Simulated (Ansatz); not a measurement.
# Geometry relaxation, with input and output: MoTe2 (part 2 of 2)

The same run, continued: MoTe2 (P6₃/mmc, 6 atoms in the cell); DFT r2SCAN, scalar-relativistic, plane waves, PAW, no spin polarisation (Ansatz 0.2.0); cutoff 500 eV, 12×12×2 k-mesh, Gaussian smearing of 0.02 eV. The structure derives from a Materials Project entry. It belongs to a series of runs on one base structure; here: strain along c alone, the other axes held, atoms relaxed: +2.0 %.

Geometry of the input (Å; fractional positions):
```
3.5633  0.0000  0.0000
-1.7816  3.0859  0.0000
0.0000  0.0000  15.0265
Te 0.3333  0.6667  0.6285
Te 0.6667  0.3333  0.1285
Te 0.6667  0.3333  0.3715
Te 0.3333  0.6667  0.8715
Mo 0.3333  0.6667  0.2500
Mo 0.6667  0.3333  0.7500
```

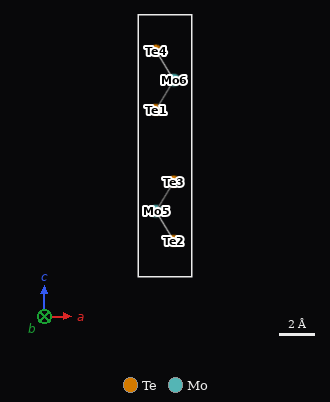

Figure 1. The geometry at step 2 of the log (ball-and-stick view of the cell of the calculation, along the b axis; atoms are numbered from 1 in the order of the input).

## The program's output, continued
```
SCF iter   1: F=—  HF=-37916.301609 eV  |F-HF|=—  |Δ(HF+E_count)|=         —  Δρ=2.95e-4  dr2=2.30e-4  dr2_τ=6.48e-4  ethr=2.29e-6  ⟨swp⟩=2.2  Hψ=3689  notcnv=0  defer=112
preconditioner: auto → Resta (q_TF=auto, 2.475 Å⁻¹)  ε∞=6.0  [insulator: Δε(μ)=1.072 eV  Ē_g=7.717 eV  σ=0.020 eV  W_gap=1.00  n_scr=52 (ndim 8)  ℏωp=17.3 eV  f_vac=0.102  D(μ)=0.00/eV (n_scr^D=0)  ε∞_Penn≈6.0]
SCF iter   2: F=—  HF=-37916.301939 eV  |F-HF|=—  |Δ(HF+E_count)|=   3.30e-4  Δρ=1.46e-4  dr2=4.35e-5  dr2_τ=1.17e-5  ethr=2.50e-7  ⟨swp⟩=2.0  Hψ=3154  notcnv=0  defer=112
SCF iter   3: F=—  HF=-37916.301967 eV  |F-HF|=—  |Δ(HF+E_count)|=   2.76e-5  Δρ=9.22e-5  dr2=1.12e-5  dr2_τ=4.18e-7  ethr=4.73e-8  ⟨swp⟩=2.0  Hψ=2323  notcnv=0  defer=112
SCF iter   4: F=—  HF=-37916.301969 eV  |F-HF|=—  |Δ(HF+E_count)|=   2.33e-6  Δρ=2.80e-5  dr2=1.23e-6  dr2_τ=3.31e-8  ethr=1.21e-8  ⟨swp⟩=2.1  Hψ=2355  notcnv=0  defer=112
SCF iter   5: F=-37916.301969 eV  HF=-37916.301969 eV  |F-HF|=1.39e-8  |Δ(HF+E_count)|=   2.98e-7  Δρ=6.18e-6  dr2=9.92e-8  dr2_τ=1.29e-9  ethr=2.23e-10  ⟨swp⟩=8.9  Hψ=9150  notcnv=0
SCF 4 converged in 5 iterations: F = -37916.301969 eV  dr2 = 9.92e-8
relax step   4: F+E_penalty+E_count = -37916.30196942 eV  Δ(F+E_penalty+E_count) = -4.632e-4 eV  max|allowed force component| = 2.933e-3 eV/Å  Δτ_max = 0.0043 Å  (5 SCF iters, dr2 threshold 2.05e-7 eV, accepted)
iter 1 solved again at ethr=1.08e-10 eV; its pass at ethr=3.10e-3 eV (dr2=9.93e-8 eV) is discarded
SCF iter   1: F=—  HF=-37916.301969 eV  |F-HF|=—  |Δ(HF+E_count)|=         —  Δρ=6.18e-6  dr2=9.92e-8  dr2_τ=1.30e-9  ethr=1.08e-10  ⟨swp⟩=1.0  Hψ=5244  notcnv=0
preconditioner: auto → Resta (q_TF=auto, 2.475 Å⁻¹)  ε∞=6.0  [insulator: Δε(μ)=1.073 eV  Ē_g=7.719 eV  σ=0.020 eV  W_gap=1.00  n_scr=52 (ndim 8)  ℏωp=17.3 eV  f_vac=0.102  D(μ)=0.00/eV (n_scr^D=0)  ε∞_Penn≈6.0]
SCF iter   2: F=-37916.301969 eV  HF=-37916.301969 eV  |F-HF|=1.07e-8  |Δ(HF+E_count)|=   2.11e-8  Δρ=4.20e-6  dr2=4.62e-8  dr2_τ=6.05e-10  ethr=6.96e-11  ⟨swp⟩=3.0  Hψ=6084  notcnv=0
SCF 5 converged in 2 iterations: F = -37916.301969 eV  dr2 = 4.62e-8
relax step   5: F+E_penalty+E_count = -37916.30196943 eV  Δ(F+E_penalty+E_count) = -1.789e-8 eV  max|allowed force component| = 2.943e-3 eV/Å  Δτ_max = 0.0000 Å  (2 SCF iters, accepted)
iter 1 solved again at ethr=5.01e-11 eV; its pass at ethr=3.10e-3 eV (dr2=4.61e-8 eV) is discarded
SCF iter   1: F=—  HF=-37916.301969 eV  |F-HF|=—  |Δ(HF+E_count)|=         —  Δρ=4.20e-6  dr2=4.62e-8  dr2_τ=6.05e-10  ethr=5.01e-11  ⟨swp⟩=1.0  Hψ=6004  notcnv=0
SCF iter   2: F=-37916.301969 eV  HF=-37916.301969 eV  |F-HF|=6.05e-9  |Δ(HF+E_count)|=   9.59e-9  Δρ=2.86e-6  dr2=2.29e-8  dr2_τ=3.01e-10  ethr=5.01e-11  ⟨swp⟩=3.7  Hψ=4834  notcnv=0
SCF 6 converged in 2 iterations: F = -37916.301969 eV  dr2 = 2.29e-8
SCF converged after 2 iterations
Free energy (F): -37916.301969 eV
Harris-Foulkes:  -37916.301969 eV  (|F-HF|=6.05e-9)
Internal energy: -37916.301969 eV  (E = F + TS)
E sigma→0 (E₀):  -37916.301969 eV
Fermi energy:    11.167527 eV
--- Per-component energies (eV) ---
  E_band       = -1365.941000
  E_kinetic    = 1603.474654
  E_local      = -8948.927513  (includes V_loc(G=0)·N_el)
  E_nonlocal   = -953.680373
  E_hartree    = 4844.312936
  E_xc         = -817.663346
  E_vxc        = -958.728045  (∫ρ·V_xc dr)
  E_paw        = -25182.342020  (= ΣΔE_a)
  E_vpaw       = -1857.791439  (= ΣTr[D̂ρ^β])
  E_aug_tail   = -0.000144  (compensation charges beyond the density's cutoff)
  E_vtau       = 61.084077  (kinetic-family band-sum trace: ∫τ·v_τ [+ j·A + Jᵃ·Aᵃ] dr)
  E_ewald      = -8462.173179
  E_core_change = 0.697015  (= ΣΔE_core)
  E_smearing   = -0.000000  (= −TS)
  E_closure    = 0.000000  (closes the sum)
  Σ components = -37916.301969   (vs F -37916.301969, Δ=0.00e0)
--- Forces (eV/Å), atoms counted from 1 ---
  atom   1  Te     0.00000000     0.00000000    -0.00295988
  atom   2  Te    -0.00000000    -0.00000000    -0.00295988
  atom   3  Te    -0.00000000    -0.00000000     0.00295988
  atom   4  Te     0.00000000     0.00000000     0.00295988
  atom   5  Mo     0.00000000     0.00000000     0.00000000
  atom   6  Mo    -0.00000000    -0.00000000    -0.00000000
  max |Σ_I F_I| component: 4.63e-18 eV/Å
--- Stress (GPa, compression-positive) ---
       -0.065109      -0.000000       0.000000
       -0.000000      -0.065109      -0.000000
        0.000000      -0.000000      -0.283852
  P = ⅓ Tr σ = -0.1380 GPa (-1.380 kbar)
--- Band table (eV; the first three rows and the last of 38) ---
  k-point 0: bands = ["-52.0779", "-52.0779", "-26.8363", "-26.8363", "-26.8362", "-26.8362", "-26.8179", "-26.8179", "-26.8178", "-26.8178", "-26.7614", "-26.7614", "-26.7612", "-26.7612", "-26.7475", "-26.7475", "-26.7473", "-26.7473", "-26.7323", "-26.7319", "-26.7216", "-26.7211", "-25.4794", "-25.4794", "-25.3596", "-25.3596", "-25.3596", "-25.3596", "-2.5686", "-2.4511", "-1.5627", "-1.3653", "5.0542", "5.7533", "8.0618", "8.7621", "8.7621", "8.7677", "8.7677", "9.5709", "9.5709", "9.5834", "9.5834", "9.7717", "9.8811", "10.5809", "13.7065", "13.7065", "13.7549", "13.7549", "13.9919", "13.9919", "14.0868", "14.0868", "16.4684", "17.2829"]
  k-point 1: bands = ["-52.0779", "-52.0779", "-26.8363", "-26.8363", "-26.8363", "-26.8363", "-26.8179", "-26.8179", "-26.8179", "-26.8179", "-26.7613", "-26.7613", "-26.7613", "-26.7613", "-26.7474", "-26.7474", "-26.7474", "-26.7474", "-26.7321", "-26.7321", "-26.7213", "-26.7213", "-25.4794", "-25.4794", "-25.3596", "-25.3596", "-25.3596", "-25.3596", "-2.5148", "-2.5148", "-1.4597", "-1.4597", "5.3553", "5.3553", "8.7605", "8.7605", "8.7649", "8.7649", "8.7649", "8.7649", "9.5772", "9.5772", "9.5772", "9.5772", "10.4274", "10.4274", "13.7268", "13.7268", "13.7268", "13.7268", "14.0432", "14.0432", "14.0432", "14.0432", "16.9867", "16.9867"]
  k-point 2: bands = ["-52.0773", "-52.0773", "-26.8352", "-26.8352", "-26.8347", "-26.8347", "-26.8195", "-26.8195", "-26.8165", "-26.8165", "-26.7621", "-26.7618", "-26.7617", "-26.7615", "-26.7499", "-26.7496", "-26.7476", "-26.7474", "-26.7317", "-26.7313", "-26.7208", "-26.7203", "-25.4737", "-25.4737", "-25.3690", "-25.3690", "-25.3611", "-25.3611", "-2.4703", "-2.3532", "-1.4937", "-1.3003", "5.1611", "5.8566", "7.9740", "8.5468", "8.5556", "8.8398", "8.8479", "9.0781", "9.4373", "9.4525", "9.5828", "9.8942", "10.1236", "10.5118", "13.3778", "13.4011", "13.5248", "13.5832", "13.7719", "13.7826", "13.8602", "13.8849", "16.7841", "17.7078"]
  k-point 37: bands = ["-52.0681", "-52.0681", "-26.8469", "-26.8469", "-26.8183", "-26.8183", "-26.8063", "-26.8063", "-26.8056", "-26.8056", "-26.7846", "-26.7846", "-26.7675", "-26.7675", "-26.7532", "-26.7532", "-26.7529", "-26.7529", "-26.7271", "-26.7271", "-26.7089", "-26.7089", "-25.4785", "-25.4785", "-25.4231", "-25.4231", "-25.3876", "-25.3876", "-0.1833", "-0.1833", "0.0943", "0.0943", "5.9052", "5.9052", "6.0225", "6.0225", "6.6590", "6.6590", "7.2793", "7.2793", "7.6802", "7.6802", "8.7256", "8.7256", "10.5764", "10.5764", "11.7056", "11.7056", "12.6147", "12.6147", "13.2027", "13.2027", "14.6719", "14.6719", "15.8839", "15.8839"]
--- Relaxed structure (5 steps of the walk, 4 accepted, 0 SCFs on fresh bases) ---
  F+E_penalty+E_count = -37916.30196943 eV   max|allowed force component| = 2.943e-3 eV/Å
  atoms:
    - { symbol: Te, position: [0.33333333333333337, 0.6666666666666666, 0.6308365784405113] }
    - { symbol: Te, position: [0.6666666666666666, 0.3333333333333333, 0.13083657844051147] }
    - { symbol: Te, position: [0.6666666666666666, 0.3333333333333333, 0.3691634215594885] }
    - { symbol: Te, position: [0.33333333333333337, 0.6666666666666666, 0.8691634215594887] }
    - { symbol: Mo, position: [0.33333333333333337, 0.6666666666666666, 0.25] }
    - { symbol: Mo, position: [0.6666666666666666, 0.3333333333333333, 0.75] }
```

## Trajectory as extended XYZ (Å, eV, eV/Å), 5 frames, from step=1 to step=5
```
6
Lattice="3.5633 0.0000 0.0000 -1.7816 3.0859 0.0000 0.0000 0.0000 15.0265" Properties=species:S:1:pos:R:3:forces:R:3 step=1 energy=-37916.26893
Te    0.0000    2.0572    9.4444    0.0000   0.0000   0.4700
Te    1.7816    1.0286    1.9312    0.0000   0.0000   0.4700
Te    1.7816    1.0286    5.5821    0.0000   0.0000  -0.4700
Te    0.0000    2.0572   13.0954    0.0000   0.0000  -0.4700
Mo    0.0000    2.0572    3.7566    0.0000   0.0000   0.0000
Mo    1.7816    1.0286   11.2699    0.0000   0.0000   0.0000
6
Lattice="3.5633 0.0000 0.0000 -1.7816 3.0859 0.0000 0.0000 0.0000 15.0265" Properties=species:S:1:pos:R:3:forces:R:3 step=2 energy=-37916.03188 accepted=F
Te    0.0000    2.0572    9.5727    0.0000   0.0000  -1.5046
Te    1.7816    1.0286    2.0594    0.0000   0.0000  -1.5046
Te    1.7816    1.0286    5.4539    0.0000   0.0000   1.5046
Te    0.0000    2.0572   12.9671    0.0000   0.0000   1.5046
Mo    0.0000    2.0572    3.7566    0.0000   0.0000   0.0000
Mo    1.7816    1.0286   11.2699    0.0000   0.0000   0.0000
6
Lattice="3.5633 0.0000 0.0000 -1.7816 3.0859 0.0000 0.0000 0.0000 15.0265" Properties=species:S:1:pos:R:3:forces:R:3 step=3 energy=-37916.30151
Te    0.0000    2.0572    9.4750    0.0000   0.0000   0.0572
Te    1.7816    1.0286    1.9618    0.0000   0.0000   0.0572
Te    1.7816    1.0286    5.5515    0.0000   0.0000  -0.0572
Te    0.0000    2.0572   13.0648    0.0000   0.0000  -0.0572
Mo    0.0000    2.0572    3.7566    0.0000   0.0000   0.0000
Mo    1.7816    1.0286   11.2699    0.0000   0.0000   0.0000
6
Lattice="3.5633 0.0000 0.0000 -1.7816 3.0859 0.0000 0.0000 0.0000 15.0265" Properties=species:S:1:pos:R:3:forces:R:3 step=4 energy=-37916.30197
Te    0.0000    2.0572    9.4793    0.0000   0.0000  -0.0029
Te    1.7816    1.0286    1.9660    0.0000   0.0000  -0.0029
Te    1.7816    1.0286    5.5472    0.0000   0.0000   0.0029
Te    0.0000    2.0572   13.0605    0.0000   0.0000   0.0029
Mo    0.0000    2.0572    3.7566    0.0000   0.0000   0.0000
Mo    1.7816    1.0286   11.2699    0.0000   0.0000   0.0000
6
Lattice="3.5633 0.0000 0.0000 -1.7816 3.0859 0.0000 0.0000 0.0000 15.0265" Properties=species:S:1:pos:R:3:forces:R:3 step=5 energy=-37916.30197
Te    0.0000    2.0572    9.4793    0.0000   0.0000  -0.0029
Te    1.7816    1.0286    1.9660    0.0000   0.0000  -0.0029
Te    1.7816    1.0286    5.5472    0.0000   0.0000   0.0029
Te    0.0000    2.0572   13.0605    0.0000   0.0000   0.0029
Mo    0.0000    2.0572    3.7566    0.0000   0.0000   0.0000
Mo    1.7816    1.0286   11.2699    0.0000   0.0000   0.0000
```

## Summary

```tsv
quantity	value
outcome	converged
space group (tolerance 0.01 Å)	P6₃/mmc (194)
electrons treated	92
free energy	−37916.3020 eV
Fermi energy	11.168 eV
gap on the k-point mesh	1.07 eV
pressure	−0.14 GPa
final volume	165.23 Å³
largest force (length of the vector) at the end	0.003 eV/Å
final cell	a = 3.563 Å, b = 3.563 Å, c = 15.027 Å, α = 90.00°, β = 90.00°, γ = 120.00°
hardware	1 thread of Intel Xeon @ 2.50GHz (Skylake/Cascade Lake), 192 GiB of memory available, shared host
wall time	4 min
peak memory	1 GiB
```

The program warns: the SCF threshold is looser than advised for the printed stress.
